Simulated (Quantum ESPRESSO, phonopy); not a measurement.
# Grüneisen parameters and expansion of KI (Fm-3m), part 8 of 8

Wanted: mode Grüneisen parameters of KI and a free-energy fit over volumes.

What experiment has found for this phase:
- volume expansion coefficient 113.7 1e-6/K near room temperature (given in “Descriptors for thermal expansion in solids”, 2017, arXiv:1701.03966)

Quantum ESPRESSO 7.5; DFT LDA, scalar-relativistic, plane waves, GBRV ultrasoft pseudopotentials.

So far. Step 28 (Lattice dynamics at this volume, V/V0 1.05): The time given is that of the 2 pw.x runs on displaced cells behind this step.

**29. How the modes move with volume**

This step: DFT LDA, scalar-relativistic, plane waves, GBRV ultrasoft pseudopotentials (phonopy 4.10.0).

Numbers from this step:

```yaml
share_of_modes_with_a_negative_grueneisen_parameter: 0.124
```

Mean Grüneisen, by row:

| T (K) | heat-capacity-weighted mean | root mean square |
| --- | --- | --- |
| 50 | 1.169 | 1.615 |
| 100 | 1.359 | 1.713 |
| 200 | 1.411 | 1.738 |
| 300 | 1.421 | 1.743 |
| 500 | 1.426 | 1.746 |
| 800 | 1.427 | 1.746 |

The mean mode Grueneisen parameter by wavenumber:

| wavenumber (cm⁻¹) | mean mode Grueneisen parameter |
| --- | --- |
| 2.5 | - |
| 12.4 | -1.21 |
| 22.3 | -0.213 |
| 37.1 | 0.0881 |
| 47.0 | 0.988 |
| 56.9 | 1.58 |
| 66.8 | 1.6 |
| 81.7 | - |
| 91.6 | - |
| 101.4 | - |
| 111.3 | 2.2 |
| 126.2 | 2.18 |
| 136.1 | 1.52 |
| 146.0 | 1.36 |

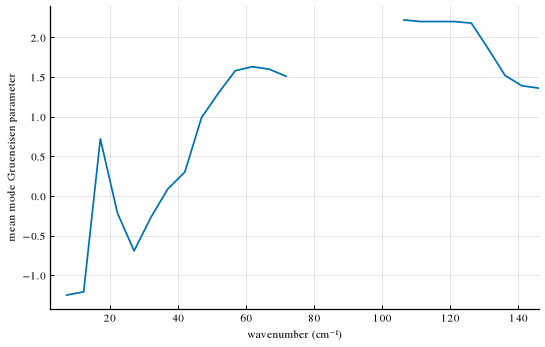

Mean mode Grueneisen parameter, plotted against wavenumber.

Volume series, by row:

| V/V0 | V (Å³/atom) | pressure (GPa) | E - E0 (meV/atom) | gap (eV) | zero-point energy (meV/atom) | lowest on the path (cm⁻¹) | highest at Gamma without the LO-TO term (cm⁻¹) |
| --- | --- | --- | --- | --- | --- | --- | --- |
| 0.97 | 37.85 | 0.259 | 3.655 | 3.989 | 16.73 | 0 | 126.9 |
| 0.985 | 38.44 | -0.027 | 1.171 | 3.946 | 16.29 | 0 | 122.8 |
| 1 | 39.02 | -0.293 | 0 | 3.904 | 15.87 | 0 | 118.9 |
| 1.015 | 39.61 | -0.533 | -0.491 | 3.864 | 15.46 | 0 | 115 |
| 1.03 | 40.19 | -0.75 | -0.162 | 3.825 | 15.06 | 0 | 111.2 |
| 1.05 | 40.97 | -1.014 | 1.774 | 3.776 | 14.53 | 0 | 106.2 |

Table of optical frequency at Gamma without the LO-TO term, mode 4 by V/V0:

| V/V0 | optical frequency at Gamma without the LO-TO term, mode 4 (cm⁻¹) |
| --- | --- |
| 0.9700 | 127 |
| 0.9850 | 123 |
| 1.0000 | 119 |
| 1.0150 | 115 |
| 1.0300 | 111 |
| 1.0500 | 106 |

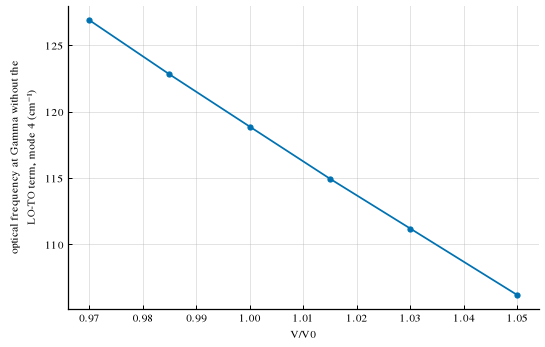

Optical frequency at Gamma without the LO-TO term, mode 4 against V/V0.

Grüneisen at points, by row:

| point | branch | frequency (cm⁻¹) | mode Grüneisen parameter |
| --- | --- | --- | --- |
| Γ | 4 | 118.9 | 2.21 |
| Γ | 6 | 148.7 | 1.36 |
| X | 1 | 26.7 | -1.98 |
| X | 3 | 46.4 | -0.94 |
| X | 4 | 123 | 2.3 |
| X | 6 | 128.8 | 2.35 |
| U | 1 | 42.2 | -1.02 |
| U | 2 | 43.3 | 1.1 |
| U | 3 | 53.1 | 0.91 |
| U | 4 | 115.9 | 2.3 |
| U | 5 | 124.9 | 2.01 |
| U | 6 | 128.5 | 2.27 |
| K | 1 | 42.2 | -1.02 |
| K | 2 | 43.3 | 1.1 |
| K | 3 | 53.1 | 0.91 |
| K | 4 | 115.9 | 2.3 |
| K | 5 | 124.9 | 2.01 |
| K | 6 | 128.5 | 2.27 |
| L | 1 | 60.7 | 2.09 |
| L | 3 | 71.8 | 1.51 |
| L | 4 | 106.2 | 2.14 |
| L | 6 | 142 | 1.34 |
| W | 1 | 38.1 | -1.18 |
| W | 3 | 62.7 | 1.92 |
| W | 4 | 113.2 | 1.99 |
| W | 5 | 127.2 | 2.26 |

The printed pressures lie 0.53 GPa below −dE/dV of the same runs on average, in a series that spans 1.3 GPa: energy and stress disagree, as they do when the basis is incomplete, so the pressures are not converged, and volume, bulk modulus and expansion from the fit are rough.

**30. Quasi-harmonic fit by phonopy**

Energy (each curve on its own zero) against volume; values in meV/atom:

| volume (Å³/atom) | static | F at 0 K | F at 300 K | F at 600 K |
| --- | --- | --- | --- | --- |
| 37.85 | 4.15 | 5.22 | 8.58 | 12.9 |
| 38.44 | 1.66 | 2.29 | 4.32 | 6.89 |
| 39.02 | 0.49 | 0.7 | 1.46 | 2.39 |
| 39.61 | 0 | -0.2 | -0.74 | -1.45 |
| 40.19 | 0.33 | -0.26 | -2.1 | -4.45 |
| 40.97 | 2.27 | 1.14 | -2.62 | -7.35 |

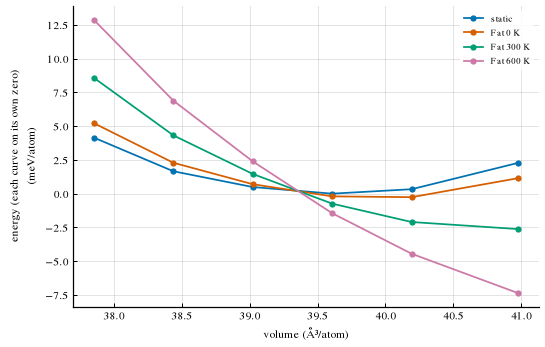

Energy (each curve on its own zero) against volume.

Phonopy-qha, vinet fit of F(V) at each temperature; no electronic free energy. Qha vinet, by row:

| T (K) | fitted volume (Å³/atom) | alpha_V (1e-6/K) | B_T (GPa) | C_P (J/mol-atom/K) | Grueneisen |
| --- | --- | --- | --- | --- | --- |
| 75 | 39.98 | 72.98 | 15.42 | 20.16 | 1.358 |
| 100 | 40.06 | 86 | 15.14 | 22.27 | 1.434 |
| 125 | 40.15 | 94.53 | 14.83 | 23.42 | 1.478 |
| 150 | 40.25 | 101.2 | 14.48 | 24.14 | 1.51 |
| 175 | 40.35 | 107.4 | 14.1 | 24.65 | 1.539 |
| 200 | 40.47 | 113.5 | 13.68 | 25.05 | 1.568 |

Table of volume expansion coefficient, phonopy-qha, Vinet by temperature:

| temperature (K) | volume expansion coefficient, phonopy-qha, Vinet (1e-6/K) |
| --- | --- |
| 75.0 | 73.0 |
| 100.0 | 86 |
| 125.0 | 94.5 |
| 150.0 | 101 |
| 175.0 | 107 |
| 200.0 | 114 |

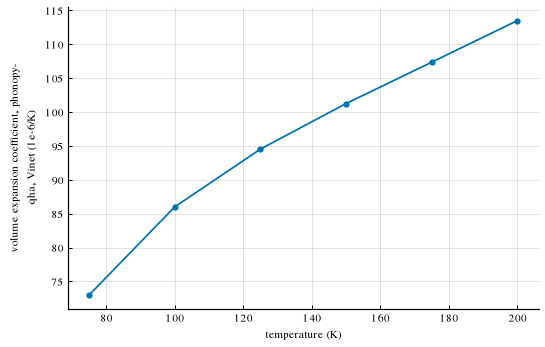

Volume expansion coefficient, phonopy-qha, Vinet against temperature.

**31. Outcome**

| Quantity | Value |
| --- | --- |
| mean mode Grüneisen parameter at 300 K | 1.42 |

The table stops at 200 K because beyond it the fitted volume comes within 1 % of the largest computed cell, where the fit loses its support. The heat-capacity-weighted Grüneisen parameter goes from 1.17 at 50 K to 1.43 at 800 K; 12 % of the modes stiffen on expansion. Weighting γ by the density of states and each mode's heat capacity at 300 K, modes below 50 cm⁻¹ give about 4 % of the sum of γC that drives the expansion, those up to 100 cm⁻¹ 26 % and the rest 70 %. Among the labelled points γ is largest for branch 6 at X (129 cm⁻¹, 2.4) and most negative for branch 1 at X (26.7 cm⁻¹, -2.0). The printed pressures lie 0.53 GPa below −dE/dV of the same runs on average, in a series that spans 1.3 GPa: energy and stress disagree, as they do when the basis is incomplete, so the pressures are not converged, and volume, bulk modulus and expansion from the fit are rough. The supercell is 8.0 Å across at its narrowest and was not tested against a larger one: only its own wavevectors are exact, and acoustic branches between them, with the entropy at low temperature, can be off.

[Logs are printed without paths, hosts, clocks, repeated set-up lines and the standing remarks that a program may print on its own settings, such as how far it seeks lower states.]

[Hosts, paths, dates, database ids (printed as entryN), source tags and the programs' standing remarks are cut or masked in the printed files.]

[A step with changed settings may run another functional than the one named; its input shows which.]

[Of the runs on displaced cells, only some may be shown.]
